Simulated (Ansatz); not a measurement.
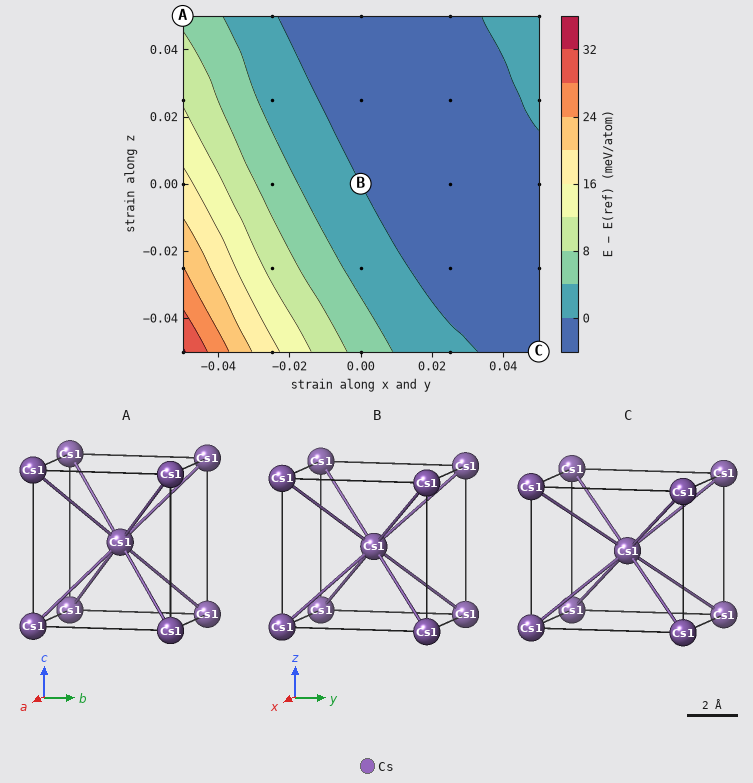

Solid Cs (Im-3m): the cell is strained equally along x and y and separately along z, with the atoms kept at their fractional coordinates. x, y and z are the Cartesian axes of the input. The map is interpolated between the computed points (dots). The lettered frames are marked on it. The picture is a ball-and-stick view of the conventional cell (2 times the calculation's cell), seen slightly off an axis. Lengths and directions refer to the drawn axes.

These are results of DFT PBE, scalar-relativistic, plane waves, PAW in Ansatz, not measurements. (plane-wave cutoff 420 eV; k-point mesh 12 × 12 × 12; occupations gaussian; smearing width 0.15 eV; no spin polarisation). Energies (free energies at the smearing named) are counted from the cell as listed in its source, which wasn't relaxed.

Describe the energy landscape.

In pairs of (strain along x and y; strain along z): the lowest computed point lies at (0.025, 0.000) (−2.3 meV/atom), the highest at (−0.050, −0.050) (32.5 meV/atom). The valley is tilted: raising the in-plane strain is made harder by raising the strain along z (cross term 0.85 of the geometric mean of the two curvatures). Over the ranges scanned the energy rises more along the first axis, the in-plane strain. The pressure runs from −0.1 GPa at (0.050, 0.050) to 0.6 GPa at (−0.050, −0.050). The frames lie at A (−0.050, 0.050): 7.2 meV/atom, B (0.000, 0.000): 0.0 meV/atom, C (0.050, −0.050): −1.2 meV/atom.

The computed points:

Rows: strain along x and y; columns: strain along z; values in meV/atom.

|  | −0.050 | −0.025 | 0.000 | 0.025 | 0.050 |
| --- | --- | --- | --- | --- | --- |
| −0.050 | 32.5 | 24.2 | 17.3 | 11.7 | 7.2 |
| −0.025 | 17.0 | 11.0 | 6.3 | 2.8 | 0.4 |
| 0.000 | 6.7 | 2.7 | 0.0 | −1.6 | −2.2 |
| 0.025 | 0.8 | −1.4 | −2.3 | −2.2 | −1.2 |
| 0.050 | −1.2 | −1.7 | −1.1 | 0.6 | 3.1 |
